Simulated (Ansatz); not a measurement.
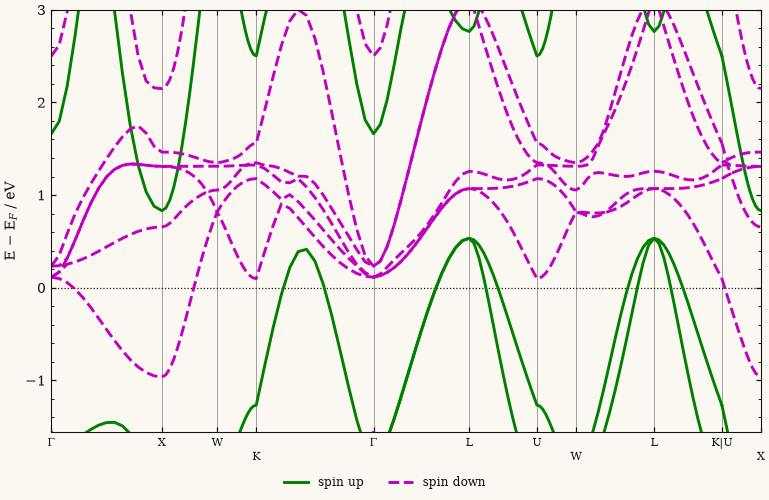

Band structure. Energies are counted from the Fermi level.

**Which Bravais lattice do the labels of the path belong to?**

A face-centred cubic lattice: the path Γ–X–W–K–Γ–L–U–W–L–K|U–X runs through the special points of its Brillouin zone.

Calculation on rocksalt MnS, space group Fm-3m, 2 atoms in the primitive cell; cubic a = 5.209 Å.

Method: LDA, Ansatz PAW, collinear spin, ferromagnetic start, no spin-orbit coupling, 9×9×9 k mesh, 420 eV cutoff, Fermi-Dirac smearing of 0.05 eV (Ansatz 0.2.0).

**Is there a gap at the Fermi level?**

A metal: 2 spin-up and 1 spin-down bands cross the Fermi level along this path.

**Which levels at K lie nearest to the Fermi level?**

At K the nearest levels lie 1.27 eV below and 0.10 eV above the Fermi level.

The run ends ferromagnetic, with 4.57 μB a cell. A cell with one magnetic atom can't hold antiferromagnetic order, which such compounds often take. Semilocal functionals can close the gap of such a compound with an open d shell, so a metal here doesn't prove that the real material is one. The PAW data sets were made with another functional. The cell is at −12 GPa in this functional.
